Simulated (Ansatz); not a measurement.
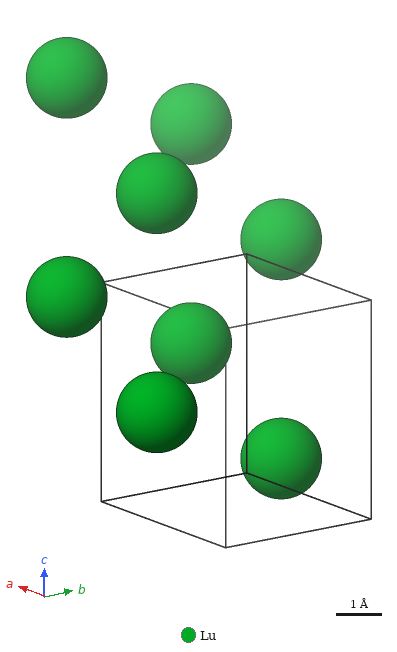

Reference structure: crystalline Lu (set up in P6_3/mmc). A spheres-only model of the cell of the calculation, repeated 2 × 1 × 2 with one cell outlined, seen from a free direction.

All numbers below come from Ansatz 0.2.0, DFT, LDA, PAW with Ansatz's default frozen-core files, scalar-relativistic. (plane-wave cutoff 420 eV; k-point mesh 13 × 13 × 8; occupations fermi dirac; smearing width 0.03 eV; no spin polarisation)

Change: All lengths are scaled by +1.3 % (volume +4.0 %), the atoms keeping their fractional coordinates. No relaxation follows.

Input
```yaml
crystal:
  lattice:
    - [3.5560870662, 0.0, 0.0]
    - [-1.7780435331, 3.0796617375, 0.0]
    - [0.0, 0.0, 5.6398531373]
  atoms:
    - { symbol: Lu, position: [0.3333333333, 0.6666666667, 0.25] }
    - { symbol: Lu, position: [0.6666666667, 0.3333333333, 0.75] }
kpoints:
  mp_grid: { grid: [13, 13, 8] }
scf:
  occupations: { method: fermi_dirac, width: 0.03 }
hamiltonian:
  xc: lda
  pseudopotentials: { kind: paw }
output:
  forces: true
  stress: true
  eigenvalues: true
  efg: { contact_densities: true }
```

Run as
```bash
ansatz run input.yaml --threads 1 --pin off --max-ram 2048MiB --backend cpu --events-out ev --progress --plain --runs-dir out
```

**What is the effect?**

The energy rises by 48.3 meV per atom. Pressure: −5.9 GPa before, −7.1 GPa after. The principal stresses (compression positive) are −7.9 GPa along c and −6.7 GPa across it. All forces vanish by symmetry. Some distances before and after: Lu–Lu 3.510 → 3.556 Å, Lu–Lu 3.443 → 3.488 Å. The space group stays P6_3/mmc (No. 194).
